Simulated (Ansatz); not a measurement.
**Black phosphorus under LDA: convergence with the plane-wave cutoff**

Aim: find which plane-wave cutoff is enough for energy and pressure. The geometry was relaxed under LDA beforehand and stays fixed; 9 values are run, from 150 to 800 eV. Wanted are the values from which on the energy stays within 10 and 1 meV/atom, and the pressure within 0.5 GPa, of the last run. Within the series other settings stay, but some runs also write fields, which adds to their time. Spin polarisation is left out.

Method: DFT LDA, plane waves with PAW, scalar-relativistic, in Ansatz 0.2.0.

## Step 1: The system as given

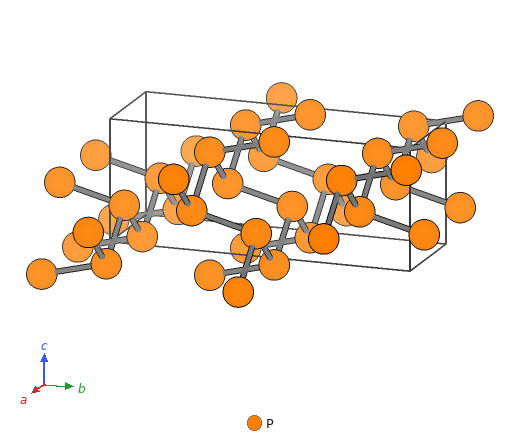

Start, viewed slightly off an axis; phosphorus orange. 2×1×1 conventional cells are drawn; the run uses a primitive one. Any atoms on the faces are drawn again on the opposite ones, and bonded neighbours outside are added.

Coordinates:

```cif
data_structure
_symmetry_space_group_name_H-M 'Cmce'
_symmetry_Int_Tables_number 64
_cell_length_a 3.3524
_cell_length_b 10.0782
_cell_length_c 4.0387
_cell_angle_alpha 90.000
_cell_angle_beta 90.000
_cell_angle_gamma 90.000
_cell_volume 136.45
loop_
_atom_site_label
_atom_site_type_symbol
_atom_site_symmetry_multiplicity
_atom_site_Wyckoff_symbol
_atom_site_fract_x
_atom_site_fract_y
_atom_site_fract_z
_atom_site_occupancy
P1 P 8 f 0.00000 0.89245 0.93232 1
```

## Step 2: A run at the usual settings, for scale

The input, input.yaml:

```yaml
crystal:
  lattice:
    - [1.6761948657, -5.039075298, 0.0]
    - [1.6761948657, 5.039075298, 0.0]
    - [0.0, 0.0, 4.0387457901]
  atoms:
    - { symbol: P, position: [0.1075544155, 0.8924455845, 0.932321034] }
    - { symbol: P, position: [0.6075544155, 0.3924455845, 0.567678966] }
    - { symbol: P, position: [0.8924455845, 0.1075544155, 0.067678966] }
    - { symbol: P, position: [0.3924455845, 0.6075544155, 0.432321034] }
hamiltonian:
  xc: lda
  pseudopotentials:
    kind: paw
    azcp:
      P: "pseudopotentials/P.paw.azcp"
basis:
  ecutwfc: 420
  fft_grid_basis: typed
kpoints:
  mp_grid: { grid: [9, 9, 7], shift: [0, 0, 0] }
magnetization:
  spin_polarized: false
scf:
  occupations: { method: fermi_dirac, width: 0.05 }
  lower_state_search: "off"
output:
  stress: true
```

On the command line:

```sh
ansatz run input.yaml --threads 2 --pin off --max-ram 5120MiB --backend cpu --events-out ev --progress --plain --runs-dir out
```

The program printed, cut to the lines that bear on the results:

```text
Warning: <dir> the record states the generating functional pbe (its physics header spells it `PBE`), which answers neither for hamiltonian.xc's functional nor for the lda family's — results may be inconsistent (PPs are generated against a specific XC)
Warning: RAYON_NUM_THREADS=2 ignored (pool sized by the plan → 2); use --threads N
[...]
Pseudopotentials: kind: paw
Pseudopotential: P, paw, valence charge 5, recommended cutoff 420 eV (normal), <dir>
Functional definition: SPW92
[...]
Crystal: 4 atoms, lattice volume = 68.226 Å³
Basis set: ecut = 420 eV, 1337 PW (Γ)
Bands: 14, of which v1, the nominal top of the filled ones, is band 10 counted from 1 (9 counted from 0)
Symmetry: 8 space group operations
Space group: Cmce (ITA 64), of the structure as read, at distance tolerance 4.1e-5 Å
k-points: 100 of 567
[...]
SCF iter   1: F=—  HF=-2903.834915 eV  |F-HF|=—  |Δ(HF+E_count)|=         —  Δρ=5.44e-3  dr2=1.34e-2  ethr=1.77e-3  ⟨swp⟩=7.7  Hψ=10191  notcnv=0
[...]
SCF iter   6: F=-2903.832170 eV  HF=-2903.832170 eV  |F-HF|=4.22e-8  |Δ(HF+E_count)|=   6.21e-9  Δρ=5.66e-6  dr2=5.59e-8  ethr=5.00e-10  ⟨swp⟩=5.6  Hψ=5523  notcnv=0
[...]
SCF converged after 6 iterations
Free energy (F): -2903.832170 eV
[...]
E sigma→0 (E₀):  -2903.831113 eV
Entropy (-TS):   -0.002115 eV (-0.529 meV/atom)
Fermi energy:    8.772470 eV
[...]
--- Stress (GPa, compression-positive) ---
       -1.054178       0.000000       0.000000
        0.000000       0.442502       0.000000
        0.000000       0.000000       0.225728
  P = ⅓ Tr σ = -0.1286 GPa (-1.286 kbar)
```

Run time: 3.7 s. Hardware: 2 threads of Arm Neoverse V1, shared host; peak memory 0.35 GiB.

## Step 3: With a cutoff of 150 eV

The run at 150 eV.

Changes to input.yaml since step 2:

```diff
@@ -17,6 +17,6 @@
 basis:
-  ecutwfc: 420
+  ecutwfc: 150
   fft_grid_basis: typed
 kpoints:
-  mp_grid: { grid: [9, 9, 7], shift: [0, 0, 0] }
+  mp_grid: { grid: [10, 10, 8], shift: [0, 0, 0] }
 magnetization:
@@ -28 +28,5 @@
   stress: true
+  write_density: true
+  write_potential: true
+  elf: true
+  volumetric_format: npy
```

On the command line:

```sh
ansatz run input.yaml --threads 2 --pin off --max-ram 5120MiB --backend cpu --events-out ev --progress --plain --runs-dir out
```

The program printed, cut to the lines that bear on the results:

```text
Warning: basis.ecutwfc = 150 eV is below the records' recommended 420 eV, and the density's cutoff is lower with it unless basis.ecutrho_ratio is high enough to keep the records' density cutoff: compare with a run at a higher cutoff
Warning: <dir> the record states the generating functional pbe (its physics header spells it `PBE`), which answers neither for hamiltonian.xc's functional nor for the lda family's — results may be inconsistent (PPs are generated against a specific XC)
Warning: RAYON_NUM_THREADS=2 ignored (pool sized by the plan → 2); use --threads N
[...]
[... 3 set-up lines as earlier in the session ...]
[...]
Crystal: 4 atoms, lattice volume = 68.226 Å³
Basis set: ecut = 150 eV, 289 PW (Γ)
Bands: 14, of which v1, the nominal top of the filled ones, is band 10 counted from 1 (9 counted from 0)
[... 2 set-up lines as earlier in the session ...]
k-points: 155 of 800
[...]
SCF iter   1: F=—  HF=-2896.648826 eV  |F-HF|=—  |Δ(HF+E_count)|=         —  Δρ=2.09e-2  dr2=1.34e-1  ethr=1.77e-3  ⟨swp⟩=6.2  Hψ=13432  notcnv=0
[...]
SCF iter   6: F=-2896.624389 eV  HF=-2896.624389 eV  |F-HF|=2.91e-8  |Δ(HF+E_count)|=   4.14e-7  Δρ=6.75e-6  dr2=5.41e-8  ethr=5.00e-10  ⟨swp⟩=7.0  Hψ=15532  notcnv=0
[...]
SCF converged after 6 iterations
Free energy (F): -2896.624389 eV
[...]
E sigma→0 (E₀):  -2896.623192 eV
Entropy (-TS):   -0.002394 eV (-0.598 meV/atom)
Fermi energy:    8.931093 eV
[...]
--- Stress (GPa, compression-positive) ---
        1.521698       0.000000       0.000000
        0.000000       3.780994       0.000000
        0.000000       0.000000       2.026940
  P = ⅓ Tr σ = 2.4432 GPa (24.432 kbar)
--- Band table (eV; the first three rows and the last of 155) ---
  k-point 0: bands = ["-6.9255", "-3.1512", "0.5764", "1.2404", "3.6008", "4.3424", "5.6995", "5.8143", "5.9243", "7.4875", "10.0915", "10.2784", "10.6121", "12.2302"]
[...]
```

Wall time 2.3 s (2 threads of Arm Neoverse V1, shared host); peak memory 0.29 GiB.

## Step 4: With a cutoff of 200 eV

The run at 200 eV.

Changes to input.yaml since step 3:

```diff
@@ -17,3 +17,3 @@
 basis:
-  ecutwfc: 150
+  ecutwfc: 200
   fft_grid_basis: typed
@@ -28,5 +28 @@
   stress: true
-  write_density: true
-  write_potential: true
-  elf: true
-  volumetric_format: npy
```

On the command line:

```sh
ansatz run input.yaml --threads 2 --pin off --max-ram 5120MiB --backend cpu --events-out ev --progress --plain --runs-dir out
```

The program printed, cut to the lines that bear on the results:

```text
Warning: basis.ecutwfc = 200 eV is below the records' recommended 420 eV, and the density's cutoff is lower with it unless basis.ecutrho_ratio is high enough to keep the records' density cutoff: compare with a run at a higher cutoff
Warning: <dir> the record states the generating functional pbe (its physics header spells it `PBE`), which answers neither for hamiltonian.xc's functional nor for the lda family's — results may be inconsistent (PPs are generated against a specific XC)
Warning: RAYON_NUM_THREADS=2 ignored (pool sized by the plan → 2); use --threads N
[...]
[... 3 set-up lines as earlier in the session ...]
[...]
Crystal: 4 atoms, lattice volume = 68.226 Å³
Basis set: ecut = 200 eV, 425 PW (Γ)
Bands: 14, of which v1, the nominal top of the filled ones, is band 10 counted from 1 (9 counted from 0)
[... 2 set-up lines as earlier in the session ...]
k-points: 155 of 800
[...]
SCF iter   1: F=—  HF=-2901.242932 eV  |F-HF|=—  |Δ(HF+E_count)|=         —  Δρ=9.54e-3  dr2=1.93e-2  ethr=1.77e-3  ⟨swp⟩=6.5  Hψ=14572  notcnv=0
[...]
SCF iter   6: F=-2901.245009 eV  HF=-2901.245009 eV  |F-HF|=1.27e-8  |Δ(HF+E_count)|=   9.61e-8  Δρ=4.16e-6  dr2=2.33e-8  ethr=5.00e-10  ⟨swp⟩=5.0  Hψ=8012  notcnv=0
[...]
SCF converged after 6 iterations
Free energy (F): -2901.245009 eV
[...]
E sigma→0 (E₀):  -2901.243626 eV
Entropy (-TS):   -0.002765 eV (-0.691 meV/atom)
Fermi energy:    8.835534 eV
[...]
--- Stress (GPa, compression-positive) ---
       -1.796487       0.000000       0.000000
        0.000000       0.674996       0.000000
        0.000000       0.000000      -0.402397
  P = ⅓ Tr σ = -0.5080 GPa (-5.080 kbar)
```

Wall time 1.9 s (2 threads of Arm Neoverse V1, shared host); peak memory 0.3 GiB.

## Step 5: With a cutoff of 250 eV

The run at 250 eV.

Changes to input.yaml since step 4:

```diff
@@ -17,3 +17,3 @@
 basis:
-  ecutwfc: 200
+  ecutwfc: 250
   fft_grid_basis: typed
@@ -28 +28,5 @@
   stress: true
+  write_density: true
+  write_potential: true
+  elf: true
+  volumetric_format: npy
```

On the command line:

```sh
ansatz run input.yaml --threads 2 --pin off --max-ram 5120MiB --backend cpu --events-out ev --progress --plain --runs-dir out
```

The program printed, cut to the lines that bear on the results:

```text
Warning: basis.ecutwfc = 250 eV is below the records' recommended 420 eV, and the density's cutoff is lower with it unless basis.ecutrho_ratio is high enough to keep the records' density cutoff: compare with a run at a higher cutoff
Warning: <dir> the record states the generating functional pbe (its physics header spells it `PBE`), which answers neither for hamiltonian.xc's functional nor for the lda family's — results may be inconsistent (PPs are generated against a specific XC)
Warning: RAYON_NUM_THREADS=2 ignored (pool sized by the plan → 2); use --threads N
[...]
[... 3 set-up lines as earlier in the session ...]
[...]
Crystal: 4 atoms, lattice volume = 68.226 Å³
Basis set: ecut = 250 eV, 619 PW (Γ)
Bands: 14, of which v1, the nominal top of the filled ones, is band 10 counted from 1 (9 counted from 0)
[... 2 set-up lines as earlier in the session ...]
k-points: 155 of 800
[...]
SCF iter   1: F=—  HF=-2903.012224 eV  |F-HF|=—  |Δ(HF+E_count)|=         —  Δρ=5.45e-3  dr2=8.67e-3  ethr=1.77e-3  ⟨swp⟩=7.2  Hψ=15447  notcnv=0
[...]
SCF iter   6: F=-2903.012280 eV  HF=-2903.012280 eV  |F-HF|=8.99e-10  |Δ(HF+E_count)|=   3.03e-9  Δρ=1.93e-6  dr2=2.61e-9  ethr=3.38e-10  ⟨swp⟩=9.0  Hψ=17565  notcnv=0
[...]
SCF converged after 6 iterations
Free energy (F): -2903.012280 eV
[...]
E sigma→0 (E₀):  -2903.010826 eV
Entropy (-TS):   -0.002908 eV (-0.727 meV/atom)
Fermi energy:    8.805111 eV
[...]
--- Stress (GPa, compression-positive) ---
       -1.754078       0.000000       0.000000
        0.000000       0.554818       0.000000
        0.000000       0.000000      -0.493182
  P = ⅓ Tr σ = -0.5641 GPa (-5.641 kbar)
--- Band table (eV; the first three rows and the last of 155) ---
  k-point 0: bands = ["-7.3335", "-3.7031", "-0.1049", "1.2710", "3.5743", "4.4514", "4.8818", "5.9030", "5.9725", "7.4679", "9.9112", "10.0481", "10.5024", "12.3046"]
[...]
```

It took 3.9 s on 2 threads of Arm Neoverse V1, shared host; peak memory 0.33 GiB.

## Step 6: With a cutoff of 300 eV

The run at 300 eV.

Changes to input.yaml since step 5:

```diff
@@ -17,3 +17,3 @@
 basis:
-  ecutwfc: 250
+  ecutwfc: 300
   fft_grid_basis: typed
@@ -28,5 +28 @@
   stress: true
-  write_density: true
-  write_potential: true
-  elf: true
-  volumetric_format: npy
```

On the command line:

```sh
ansatz run input.yaml --threads 2 --pin off --max-ram 5120MiB --backend cpu --events-out ev --progress --plain --runs-dir out
```

The program printed, cut to the lines that bear on the results:

```text
Warning: basis.ecutwfc = 300 eV is below the records' recommended 420 eV, and the density's cutoff is lower with it unless basis.ecutrho_ratio is high enough to keep the records' density cutoff: compare with a run at a higher cutoff
Warning: <dir> the record states the generating functional pbe (its physics header spells it `PBE`), which answers neither for hamiltonian.xc's functional nor for the lda family's — results may be inconsistent (PPs are generated against a specific XC)
Warning: RAYON_NUM_THREADS=2 ignored (pool sized by the plan → 2); use --threads N
[...]
[... 3 set-up lines as earlier in the session ...]
[...]
Crystal: 4 atoms, lattice volume = 68.226 Å³
Basis set: ecut = 300 eV, 809 PW (Γ)
Bands: 14, of which v1, the nominal top of the filled ones, is band 10 counted from 1 (9 counted from 0)
[... 2 set-up lines as earlier in the session ...]
k-points: 155 of 800
[...]
SCF iter   1: F=—  HF=-2903.625628 eV  |F-HF|=—  |Δ(HF+E_count)|=         —  Δρ=5.05e-3  dr2=1.09e-2  ethr=1.77e-3  ⟨swp⟩=7.6  Hψ=15704  notcnv=0
[...]
SCF iter   6: F=-2903.623679 eV  HF=-2903.623679 eV  |F-HF|=8.27e-9  |Δ(HF+E_count)|=   1.70e-8  Δρ=2.89e-6  dr2=1.24e-8  ethr=5.00e-10  ⟨swp⟩=5.0  Hψ=7709  notcnv=0
[...]
SCF converged after 6 iterations
Free energy (F): -2903.623679 eV
[...]
E sigma→0 (E₀):  -2903.622202 eV
Entropy (-TS):   -0.002954 eV (-0.738 meV/atom)
Fermi energy:    8.792711 eV
[...]
--- Stress (GPa, compression-positive) ---
       -1.355890       0.000000       0.000000
        0.000000       0.820163       0.000000
        0.000000       0.000000      -0.022855
  P = ⅓ Tr σ = -0.1862 GPa (-1.862 kbar)
```

Run time: 3.2 s. Hardware: 2 threads of Arm Neoverse V1, shared host; peak memory 0.34 GiB.

(Part 1 of 2 ends here.)
